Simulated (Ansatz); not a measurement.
Consider KZnF₃.

The calculation's input:

```
crystal:
  lattice:
    - [4.1053335012, 0.4936031482, 0.4936031482]
    - [0.4936031482, 4.1053335012, 0.4936031482]
    - [0.4936031482, 0.4936031482, 4.1053335012]
  atoms:
    - { symbol: K, position: [0.0, 0.0, 0.0] }
    - { symbol: Zn, position: [0.5, 0.5, 0.5] }
    - { symbol: F, position: [0.5, 0.5, 0.0] }
    - { symbol: F, position: [0.0, 0.5, 0.5] }
    - { symbol: F, position: [0.5, 0.0, 0.5] }
basis:
  ecutwfc: 500
kpoints:
  mp_grid: { grid: [6, 6, 6] }
hamiltonian:
  xc: r2scan
scf:
  occupations: { method: gaussian, width: 0.05 }
output:
  forces: true
  stress: true
  eigenvalues: true
  write_density: true
  write_potential: true
  elf: true
  volumetric_format: npy
```

Run with:

```sh
ansatz run input.yaml --threads 1 --pin off --max-ram 2560MiB --backend cpu --events-out ev --progress --plain --runs-dir out
```

Below, planes, directions and counts refer to the conventional cell (a = 5.11 Å, b = 5.11 Å, c = 8.82 Å, α = 90.00°, β = 90.00°, γ = 120.00°).

Space group R-3m.

All numbers below come from Ansatz 0.2.0, DFT r2SCAN, scalar-relativistic, plane waves, PAW.

> What can the converged valence pseudo-density and electron localisation function tell about the bonding?

K–F (2.55 Å): ρ at the midpoint is about 0.15 e/Å³; the ELF is about 0.05 at the midpoint (a largely ionic contact).

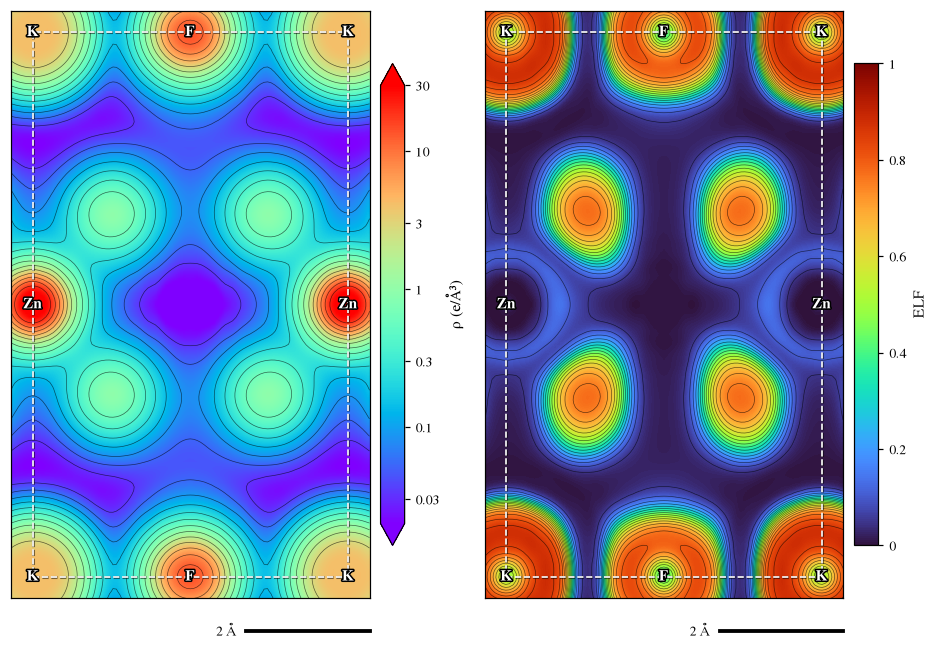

Computed valence pseudo-density and electron localisation function on the (100) plane of the conventional cell, in this order. Atoms just off the plane (F, 0.7 Å away) can leave unmarked features too.

Core electrons are frozen (PAW), and the valence fields are smoothed inside the atomic spheres.
